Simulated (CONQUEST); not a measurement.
## Energy of Ge along an even scaling of the cell

System: Ge (P6₃/mmc, 8 atoms in the cell).
Method: Kohn-Sham DFT of a periodic cell, PBE, PseudoDojo NC PBE, no spin polarisation (CONQUEST 1.3).

The 7 runs differ only in the geometry, by an even scaling of the cell at fixed fractional positions. The structure derives from a Materials Project entry.

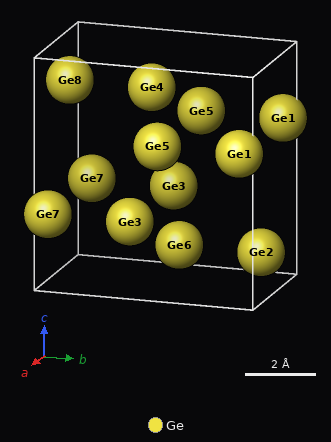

Figure 1. The structure of run 4 (spheres-only view of the cell of the calculation, seen slightly off an axis; atoms are numbered from 1 in the order of the input).

### Input of run 4
```
IO.Title Ge
IO.Coordinates coords.dat
IO.FractionalAtomicCoords T
IO.Iprint 2
IO.Iprint_init 1
General.NumberOfSpecies 1
General.PseudopotentialType hamann
AtomMove.TypeOfRun static
AtomMove.FullStress T
Grid.PointsAlongX 40
Grid.PointsAlongY 64
Grid.PointsAlongZ 72
DM.SolutionMethod diagon
Diag.MPMesh T
Diag.GammaCentred T
Diag.MPMeshX 5
Diag.MPMeshY 3
Diag.MPMeshZ 3
Diag.kT 0.00183747
minE.SCTolerance 1e-6
SC.MaxIters 100
IO.AtomChargeOutput T
%block ChemicalSpeciesLabel
1 72.610 Ge
%endblock
```

Command:
```bash
Conquest
```

Lattice vectors (Å) and fractional positions of run 4:
```
   3.997586    0.000000    0.000000
   0.000000    6.599378    0.000000
   0.000000    0.000000    6.924022
Ge  0.000000  0.937099  0.666667
Ge  0.500000  0.937099  0.166667
Ge  0.000000  0.437099  0.333333
Ge  0.500000  0.437099  0.833333
Ge  0.000000  0.562901  0.666667
Ge  0.500000  0.562901  0.166667
Ge  0.000000  0.062901  0.333333
Ge  0.500000  0.062901  0.833333
```

Run 6 has the same physical settings and fractional positions; its lattice vectors (Å) are:
```
   4.050192    0.000000    0.000000
   0.000000    6.686222    0.000000
   0.000000    0.000000    7.015138
```

### Results, with one run withheld

```tsv
run	volume per atom (Å³)	free energy per atom, from the lowest run given (meV)	pressure (GPa)	gap on the mesh (eV)
1	21.463	63.46	8.83	0.00
2	21.920	41.21	6.79	0.00
3	22.377	24.67	4.93	0.00
4	22.833	12.60	3.62	0.10
5	23.290	4.41	2.14	0.22
6	23.747	?	?	?
7	24.203	0.00	−0.54	0.21
```

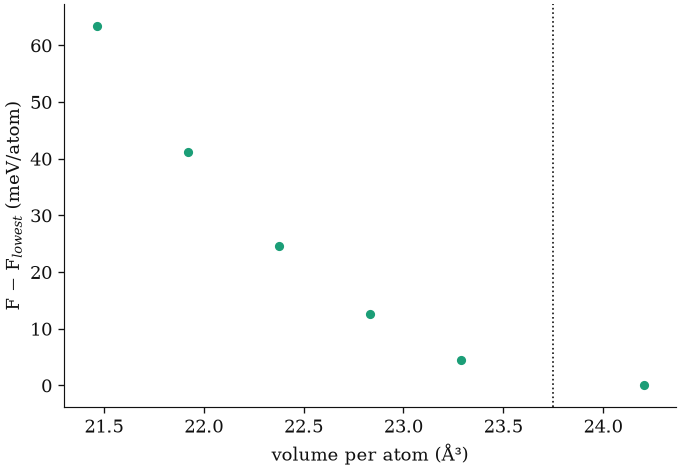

Figure 2. Free energy per atom of the runs given; the dotted line marks run 6.

Estimate the energy of run 6 from the others.

A cubic polynomial in V^(−2/3) (the Birch–Murnaghan form), fitted to the 6 runs given, misses them by at most 0.18 meV per atom. With x = V^(−2/3) − 0.12491 Å⁻², it reads F = 16.736 + 6943.5 x + 7.1278e+05 x² + 3.0347e+05 x³ (meV per atom). At run 6 it gives 0.52 meV per atom, and the run itself gives 0.21. The slope of the fit gives a pressure −dF/dV of 0.78 GPa there, and the run prints 0.85 GPa. The two needn't agree exactly: the fit is approximate, and the printed stress is taken on a finite basis. The fit has its minimum at 24.049 Å³ per atom, where V d²F/dV² gives 60.4 GPa. Cell shape and fractional positions are held, so this is the stiffness under even scaling; the relaxed bulk modulus wasn't computed. The gap on the mesh lies between 0.00 eV (run 1) and 0.22 eV (run 5); run 6 has 0.21 eV. These are gaps of this functional on this mesh, which can miss the band edges; they aren't the measured gap.

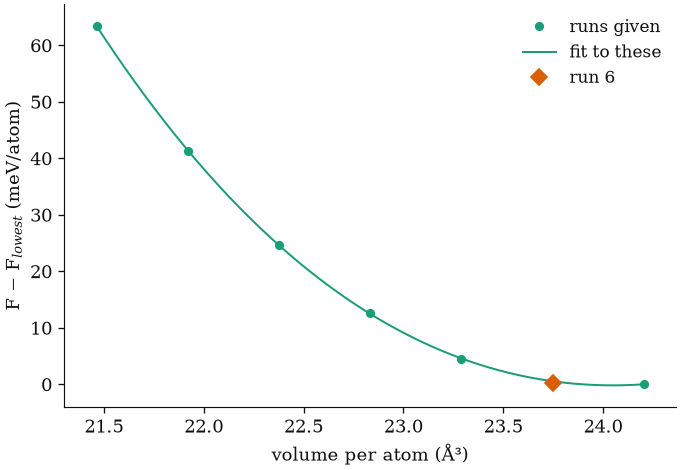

Figure 3. The fit and the withheld run.

### Some lines of the output (run 6)
```
[...]
      Using Fermi-Dirac smearing
          Free Energy (E-TS)               :      -714.470215497337563 Ha
          DFT Total Energy                 :      -714.450411047726334 Ha
          Free Energy (E-TS)               :      -714.456981824594777 Ha
          DFT Total Energy                 :      -714.453875925249804 Ha
          Free Energy (E-TS)               :      -714.454537541172840 Ha
          DFT Total Energy                 :      -714.454402190932683 Ha
          Free Energy (E-TS)               :      -714.454524841348416 Ha
          DFT Total Energy                 :      -714.454409626017195 Ha
          Free Energy (E-TS)               :      -714.454524349981853 Ha
          DFT Total Energy                 :      -714.454409742510279 Ha
      | Free Energy as E-TS      =      -714.454524349981853 Ha
      |* DFT total energy        =      -714.454409742510279 Ha
    force: Average pressure:      0.84659733 GPa
```

Notes: With a small basis of atomic orbitals these values can differ much from converged plane-wave results.
